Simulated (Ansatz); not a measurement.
**Energy of MoS$_{2}$ along an even scaling of the cell**

System: MoS$_{2}$ (P-6m2, 3 atoms in the cell).
Method: DFT PBE+D3(BJ), scalar-relativistic, plane waves, PAW, no spin polarisation (Ansatz 0.2.0).

The 6 runs differ only in the geometry, by an even scaling of the cell at fixed fractional positions. The structure derives from a Materials Project entry.

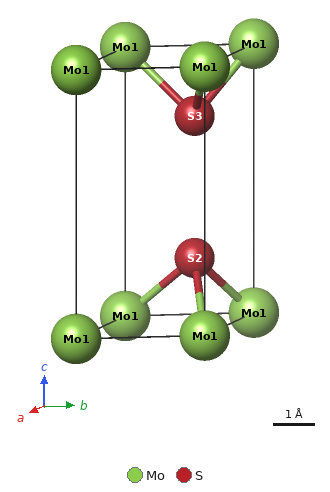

Figure 1. The structure of run 4 (ball-and-stick view of the cell of the calculation, seen slightly off an axis; atoms are numbered from 1 in the order of the input).

## Input of run 4
```yaml
crystal:
  lattice:
    - [3.190903604, 0.0, 0.0]
    - [-1.595451802, 2.7634035821, 0.0]
    - [0.0, 0.0, 6.7323262787]
  atoms:
    - { symbol: Mo, position: [0.0, 0.0, 0.0] }
    - { symbol: S, position: [0.3333333333, 0.6666666667, 0.2357940733] }
    - { symbol: S, position: [0.3333333333, 0.6666666667, 0.7642059267] }
basis:
  ecutwfc: 420
kpoints:
  mp_grid: { grid: [12, 12, 6] }
hamiltonian:
  xc: pbe
  dispersion: d3bj
scf:
  occupations: { method: gaussian, width: 0.05 }
output:
  forces: true
  stress: true
  eigenvalues: true
```

Command:
```bash
ansatz run input.yaml --threads 1 --pin off --max-ram 2048MiB --backend cpu --events-out ev --progress --plain --runs-dir out
```

Run 3 differs from it as follows:
```diff
-    - [3.190903604, 0.0, 0.0]
-    - [-1.595451802, 2.7634035821, 0.0]
-    - [0.0, 0.0, 6.7323262787]
+    - [3.1068451614, 0.0, 0.0]
+    - [-1.5534225807, 2.6906068354, 0.0]
+    - [0.0, 0.0, 6.5549756181]
```

## Results, with one run withheld

```csv
run,volume per atom (Å³),"free energy per atom, from the lowest run given (meV)",pressure (GPa),gap on the mesh (eV)
1,16.743,139.20,23.85,1.18
2,17.504,49.85,14.13,1.19
3,18.265,?,?,?
4,19.788,0.00,−5.07,1.20
5,20.549,34.14,−9.15,1.19
6,21.310,85.69,−12.43,1.18
```

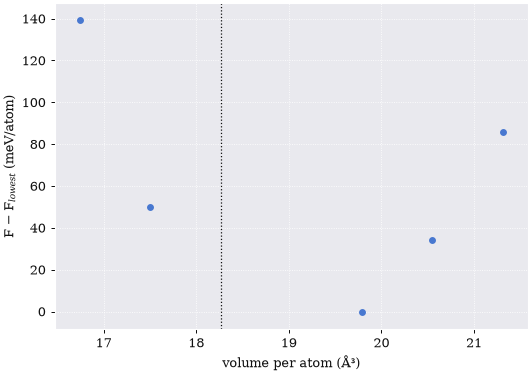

Figure 2. Free energy per atom of the runs given; the dotted line marks run 3.

What should run 3 give?

A cubic polynomial in V^(−2/3) (the Birch–Murnaghan form), fitted to the 5 runs given, misses them by at most 0.02 meV per atom. With x = V^(−2/3) − 0.14024 Å⁻², it reads F = −12.422 − 126.22 x + 9.5526e+05 x² + 1.3215e+06 x³ (meV per atom). At run 3 it gives 2.03 meV per atom, and the run itself gives 1.98. The slope of the fit gives a pressure −dF/dV of 6.30 GPa there, and the run prints 6.31 GPa. The fit has its minimum at 19.028 Å³ per atom, where V d²F/dV² gives 141 GPa. Cell shape and fractional positions are held, so this is the stiffness under even scaling; the relaxed bulk modulus wasn't computed and can be far lower in a crystal of layers, chains or molecules like this one.

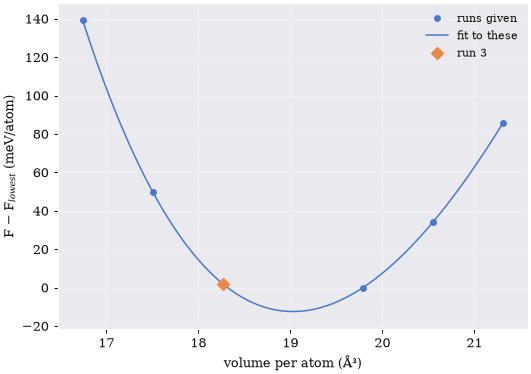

Figure 3. The fit and the withheld run.

## Output, shortened to warnings, some set-up lines, iterations and results (run 3)
```
Basis set: ecut = 420 eV, 1053 PW (Γ), exchange–correlation on 48×48×90 points (8 copies of the dense FFT grid, shifted against one another)
Symmetry: 12 space group operations
k-points: 76 of 864 (time reversal used)
Initial density: superposition of atomic densities (neutral atoms: chi_scale 0, normalization atom), corrected by the library's trained network
[...]
SCF iter   1: F=—  HF=-6763.904309 eV  |F-HF|=—  |Δ(HF+E_count)|=         —  Δρ=5.86e-3  dr2=1.04e-2  ethr=1.77e-3  ⟨swp⟩=6.0  Hψ=7256  notcnv=0
SCF iter   2: F=—  HF=-6763.911763 eV  |F-HF|=—  |Δ(HF+E_count)|=   7.45e-3  Δρ=5.05e-3  dr2=3.07e-2  ethr=4.01e-5  ⟨swp⟩=2.1  Hψ=2854  notcnv=0
SCF iter   3: F=—  HF=-6763.909005 eV  |F-HF|=—  |Δ(HF+E_count)|=   2.76e-3  Δρ=2.77e-3  dr2=4.79e-3  ethr=4.01e-5  ⟨swp⟩=2.0  Hψ=2125  notcnv=0
SCF iter   4: F=—  HF=-6763.909939 eV  |F-HF|=—  |Δ(HF+E_count)|=   9.34e-4  Δρ=6.99e-4  dr2=1.65e-4  ethr=1.84e-5  ⟨swp⟩=2.1  Hψ=1623  notcnv=0
SCF iter   5: F=—  HF=-6763.910073 eV  |F-HF|=—  |Δ(HF+E_count)|=   1.34e-4  Δρ=1.12e-4  dr2=3.37e-6  ethr=6.35e-7  ⟨swp⟩=2.0  Hψ=1839  notcnv=0
SCF iter   6: F=—  HF=-6763.910058 eV  |F-HF|=—  |Δ(HF+E_count)|=   1.53e-5  Δρ=1.44e-5  dr2=1.90e-7  ethr=1.30e-8  ⟨swp⟩=2.1  Hψ=2073  notcnv=0
SCF iter   7: F=-6763.910058 eV  HF=-6763.910058 eV  |F-HF|=1.22e-8  |Δ(HF+E_count)|=   1.44e-7  Δρ=2.82e-6  dr2=2.95e-9  ethr=3.85e-10  ⟨swp⟩=6.6  Hψ=6287  notcnv=0
SCF 1 converged in 7 iterations: F = -6763.910058 eV  dr2 = 2.95e-9
SCF converged after 7 iterations
Free energy (F): -6763.910058 eV
Harris-Foulkes:  -6763.910058 eV  (|F-HF|=1.22e-8)
Internal energy: -6763.910058 eV  (E = F + TS)
E sigma→0 (E₀):  -6763.910058 eV
Fermi energy:    10.936461 eV
--- Per-component energies (eV) ---
  E_band       = -167.435600
  E_kinetic    = 660.674968
  E_local      = -2290.396880  (includes V_loc(G=0)·N_el)
  E_nonlocal   = 199.529448
  E_hartree    = 911.845560
  E_xc         = -380.164269
  E_vxc        = -407.215119  (∫ρ·V_xc dr)
  E_paw        = -4401.843958  (= ΣΔE_a)
  E_vpaw       = -153.719995  (= ΣTr[D̂ρ^β])
  E_aug_tail   = 0.000035  (compensation charges beyond the density's cutoff)
  E_ewald      = -1462.311216
  E_disp       = -1.243747  (pairwise vdW)
  E_smearing   = -0.000000  (= −TS)
  E_closure    = 0.000000  (closes the sum)
  Σ components = -6763.910058   (vs F -6763.910058, Δ=0.00e0)
--- Forces (eV/Å), atoms counted from 1 ---
  atom   1  Mo     0.00000000    -0.00000000    -0.00000000
  atom   2  S      0.00000000    -0.00000000     0.70253325
  atom   3  S      0.00000000    -0.00000000    -0.70253325
  max |Σ_I F_I| component: 1.11e-16 eV/Å
--- Stress (GPa, compression-positive) ---
        6.068298      -0.000000      -0.000000
       -0.000000       6.068298       0.000000
       -0.000000       0.000000       6.790036
  P = ⅓ Tr σ = 6.3089 GPa (63.089 kbar)
```
